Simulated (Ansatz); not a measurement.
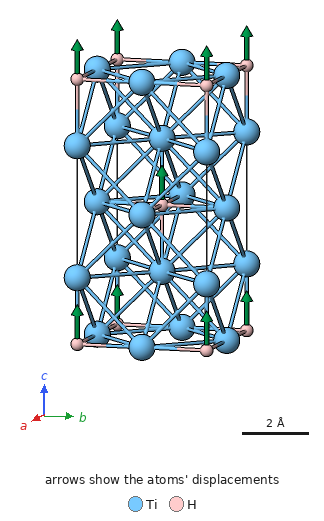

Normal modes of a crystal of Ti4H (a generated structure), space group I4/mmm (No. 139), at the zone centre. The optical levels lie at 157, 177 (×2), 182, 204 (×2), 210 (×2), 222, 920 (×2), 1015 cm⁻¹. One mode is drawn. Displacements are drawn as green arrows; their common scale and sign are arbitrary. A ball-and-stick model of the conventional cell (2 times the calculation's cell), seen slightly off an axis. Lengths and directions refer to the drawn axes.

Theory: Ansatz 0.2.0, DFT PBE, scalar-relativistic, plane waves, PAW. Set-up: plane-wave cutoff 420 eV; k-point mesh 12 × 12 × 12; occupations fermi dirac; smearing width 0.15 eV; no spin polarisation.

The frequencies depend somewhat on the k-mesh and the smearing.

Question: To which level does it belong?

Answer: The level at 1015 cm⁻¹. This is the A₂u mode, the highest optical level, infrared-active by symmetry. The Ti (4c) atoms stay at rest; the Ti (4e) atoms hardly move; the H sublattice moves as a whole against them, along c; it stretches the shortest H–Ti bonds (2.07 Å); the kinetic energy is shared as H 99 %, Ti 1 %. The crystal is a metal, so free carriers screen the infrared response.
